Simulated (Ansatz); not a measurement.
Read the following structure.

```
Ti Si
1.0
     3.53021    0.00000    0.00000
     0.00000   13.51856    0.00000
     0.00000    0.00000    3.56517
Ti Si
4 8
Direct
  0.50000 0.60304 0.75000
  0.00000 0.89696 0.25000
  0.00000 0.10304 0.75000
  0.50000 0.39696 0.25000
  0.50000 0.94069 0.75000
  0.00000 0.55931 0.25000
  0.00000 0.75026 0.75000
  0.50000 0.74974 0.25000
  0.00000 0.44069 0.75000
  0.50000 0.05931 0.25000
  0.50000 0.25026 0.75000
  0.00000 0.24974 0.25000
```

Q: Before looking at a picture, describe the arrangement of atoms.

A: Formula: TiSi2. Its lattice is base-centred orthorhombic, its space group Cmcm (No. 63). Content of the cell: 4 Ti, 8 Si (Z = 4). Ti is linked to ten Si at 2.58 to 2.82 Å. Si takes two kinds of site: 4c with six Ti and two Si (2.58 to 2.82 Å to Ti, 2.40 Å to Si); 4c with four Ti and four Si (2.66 to 2.67 Å to Ti, 2.51 Å to Si). Not all metal-metal contacts are counted. The bonds build a three-dimensional framework.

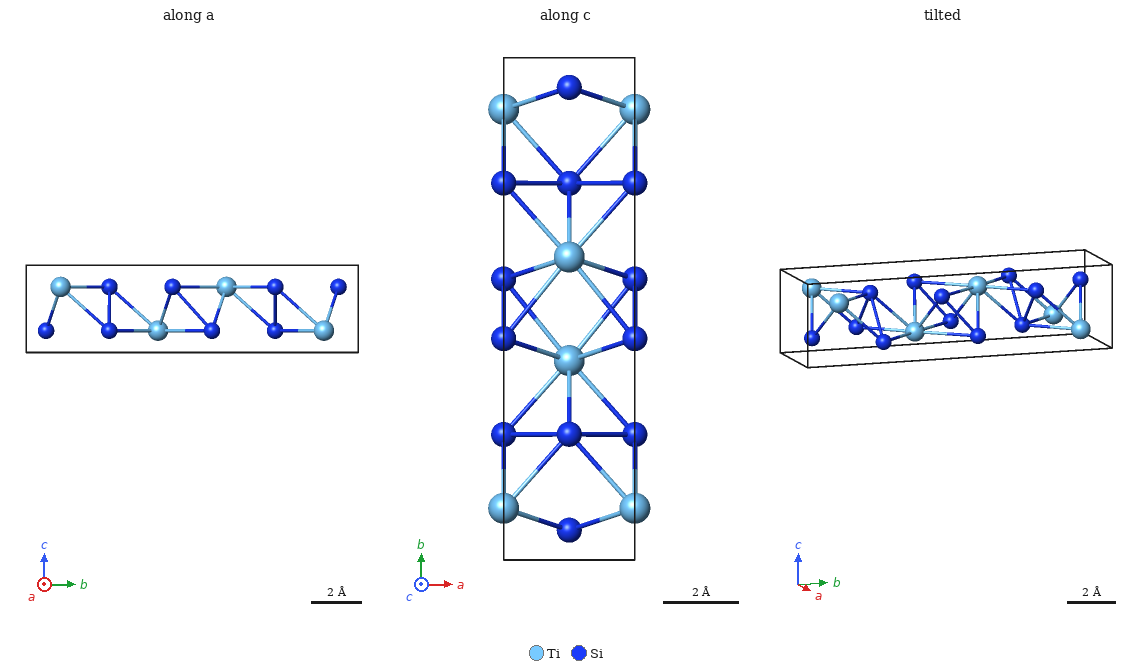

The image is a ball-and-stick drawing of a crystal, viewed along the a axis, along the c axis and slightly off an axis. The conventional unit cell is outlined; an atom on or near a face, edge or corner is repeated at each equivalent position.

Origin of the cell: a structure listed in the Materials Project. The atoms were relaxed in a fixed cell with Ansatz, DFT, PBE, plane-wave PAW, scalar-relativistic.
